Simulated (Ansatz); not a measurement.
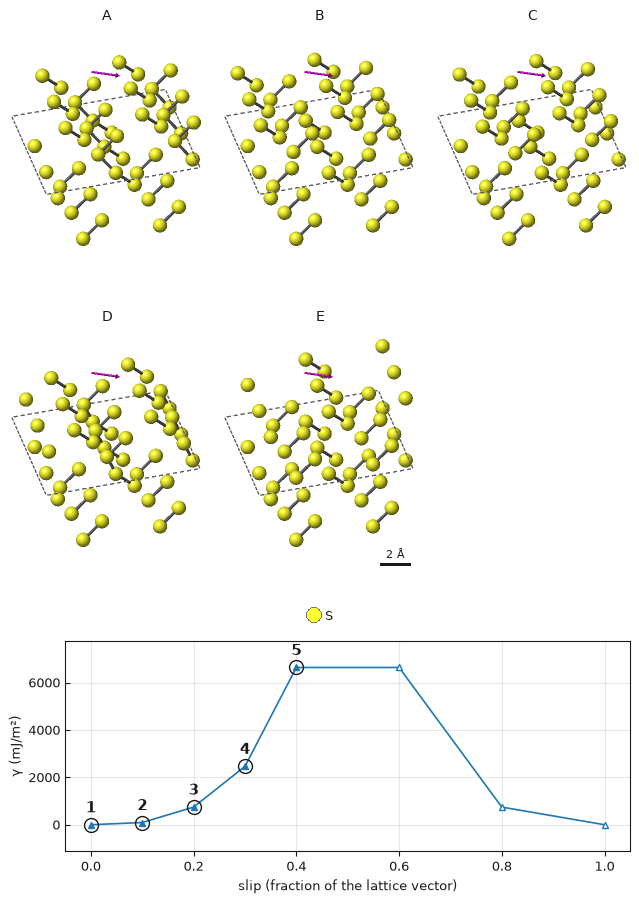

A scan of crystalline S (P4_2/mnm): the crystal above a cut along the (1 0 0) plane of the conventional cell (between a plane of S below and one of S above, 1.40 Å apart) is slid rigidly by fractions of an in-plane lattice vector 6.23 Å long (a generalised stacking fault). One cut stands in each cell, which starts 11.0 Å high; nothing is relaxed, and the dashed outline marks the cut, the arrow on top the direction of slip. The frames are shuffled; the numbered points of the plot belong to them. Hollow markers are points alike by symmetry, not computed again. A ball-and-stick model of the layers on both sides of the cut, seen obliquely from above.

These are results of Ansatz 0.2.0, DFT PBE+D3(BJ), scalar-relativistic, plane waves, PAW, not measurements. Settings: plane-wave cutoff 420 eV; k-point mesh 9 × 16 × 5; occupations gaussian; smearing width 0.15 eV; no spin polarisation. Energies (free energies at the smearing named) are counted from the relaxed crystal.

Question: Which frame belongs to which numbered point?

Answer: Point 1 is frame E (the slip 0.00, 0 mJ/m²); 2 is frame B (the slip 0.10, 94 mJ/m²); 3 is frame C (the slip 0.20, 744 mJ/m²); 4 is frame A (the slip 0.30, 2464 mJ/m²); 5 is frame D (the slip 0.40, 6637 mJ/m²). The curve starts and ends at zero, since a full lattice vector restores the crystal. Its highest computed point is 6637 mJ/m² at slip 0.40 and 0.60. The points are too sparse to place its extrema closely. Relaxation across the fault would lower the values.
